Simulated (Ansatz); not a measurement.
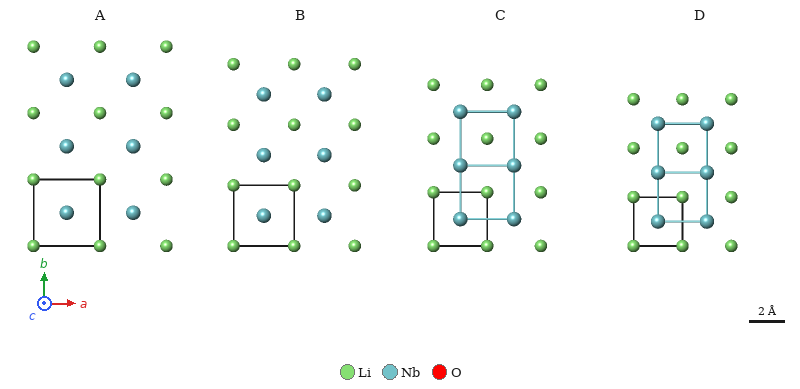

4 geometries from one relaxation of a crystal of LiNbO (a generated structure, set up in P4/mmm) (coarse preliminary run), in shuffled order. A ball-and-stick model of the cell of the calculation, repeated 2 × 3 × 1 with one cell outlined, seen along the c axis.

These are results of DFT PBE, scalar-relativistic, plane waves, PAW (Ansatz 0.2.0), not measurements. Settings: plane-wave cutoff 420 eV; k-point mesh 6 × 6 × 4; occupations gaussian; smearing width 0.1 eV; no spin polarisation; cell and atoms relaxed; force threshold 0.04 eV/Å; at most 70 steps.

### Order the frames from highest to lowest energy.

D, C, B, A. They are steps 0, 2, 5, 13, at +1388 meV per atom, +580 meV per atom, +247 meV per atom relative to the last. Over 10 accepted moves (13 points after the start) the energy falls by 1388 meV per atom. All forces vanish by symmetry, so only the cell relaxes. The pressure goes from 48.77 to 0.22 GPa. The SCF was repeated 3 times at an unchanged geometry on a basis and grid sized afresh for the cell, which shifted the energy by 138 meV per atom at most. No atom moves by more than 0.005 Å relative to the cell. The drawn cell changes as follows: a = b 2.850 → 3.872 Å (+35.9 %), c 4.003 → 3.875 Å (−3.2 %); the volume changes by +78.7 %. Some distances before and after: Nb–Nb 2.850 → 3.872 Å, Li–Nb 2.015 → 2.738 Å, Nb–O 2.002 → 1.938 Å. The space group stays P4/mmm (No. 123). The run took 52 s on 1 thread of Intel(R) Xeon(R) Platinum 8259CL CPU @ 2.50GHz (Skylake/Cascade Lake), with other jobs on the host, peak memory 0.4 GiB.

Limits of the set-up: the k-point mesh is coarse for a cell with partly filled bands; layers or molecules are held without a dispersion correction, so their spacing is unreliable.
